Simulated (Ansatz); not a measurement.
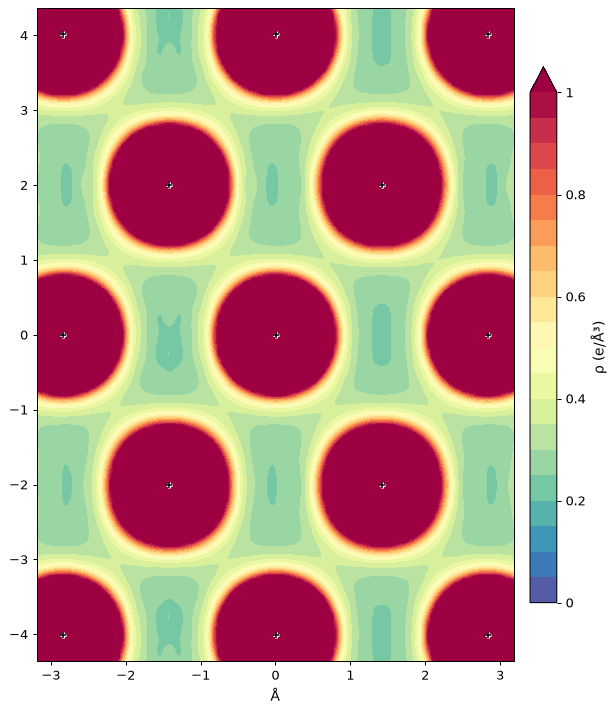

The valence electron density on a plane through atoms (crosses mark nuclei in the plane).

Theory: Ansatz, DFT r2SCAN, scalar-relativistic, plane waves, PAW.

Candidates:
A. Fe9Co7, a = 5.67 Å, b = 5.67 Å, c = 5.67 Å, α = 90.00°, β = 90.00°, γ = 90.00°. Space group Pm-3m; a structure from a database of computed crystals, not necessarily the ambient phase; spin-polarised.
B. Al3Cu2, a = 4.09 Å, b = 4.09 Å, c = 4.99 Å, α = 90.00°, β = 90.00°, γ = 120.00°. Space group P-3m1; a structure from a database of computed crystals, not necessarily the ambient phase; computed without spin polarisation.
C. TiCo2, a = 6.70 Å, b = 6.70 Å, c = 6.70 Å, α = 90.00°, β = 90.00°, γ = 90.00°. Space group Fd-3m; spin-polarised.

Which candidate gave the map?

Answer. Candidate A: Fe9Co7 on the (110) plane of the conventional cell, which holds Fe and Co. Fe–Co (2.46 Å): ρ at the midpoint is about 0.35 e/Å³. Fe–Fe (2.46 Å): ρ is about 0.35 e/Å³ halfway.
